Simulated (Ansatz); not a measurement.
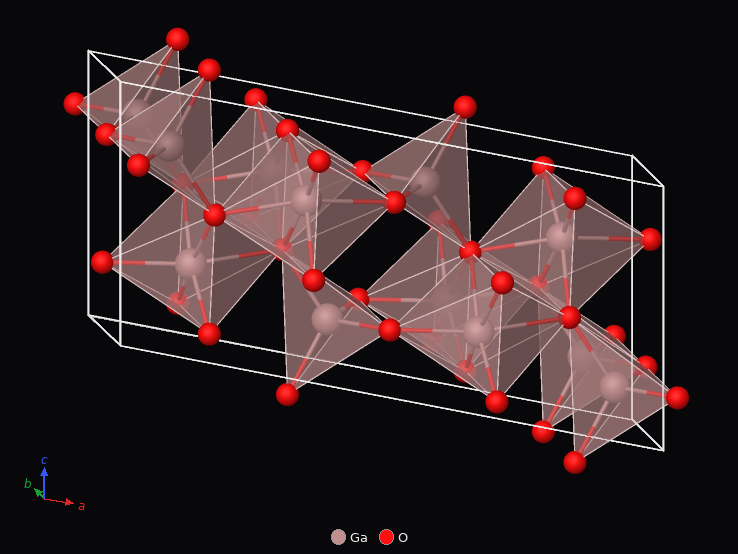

The image is a polyhedral drawing of a crystal, viewed slightly off an axis. The wireframe shows the conventional unit cell. Some neighbours outside the box are added.

Ga$_{2}$O$_{3}$, space group C2/m (No. 12), a = 12.45 Å, b = 3.08 Å, c = 5.88 Å, α = 90.00°, β = 103.70°, γ = 90.00°.

Electronic-structure method: DFT PBE, scalar-relativistic, plane waves, PAW (Ansatz 0.2.0). Parameters: plane-wave cutoff 420 eV, k-points about 0.45 Å⁻¹ apart, Gaussian smearing of 0.02 eV, no spin polarisation.

Is it conducting or gapped at this level?

Answer. A semiconductor at this level, with a gap of 2.96 eV on the k-mesh (the true edges may lie between mesh points, so the gap can be somewhat smaller).

What pressure does the calculation give for this cell?

Answer. The computed pressure is 0.0 GPa, close to zero.

The model was built from a structure listed in the Materials Project. Earlier steps of the study, as a rule a relaxation of our own, may have changed the cell and positions, so they can lie some per cent off the listed ones. A calculation with Ansatz used it as input.
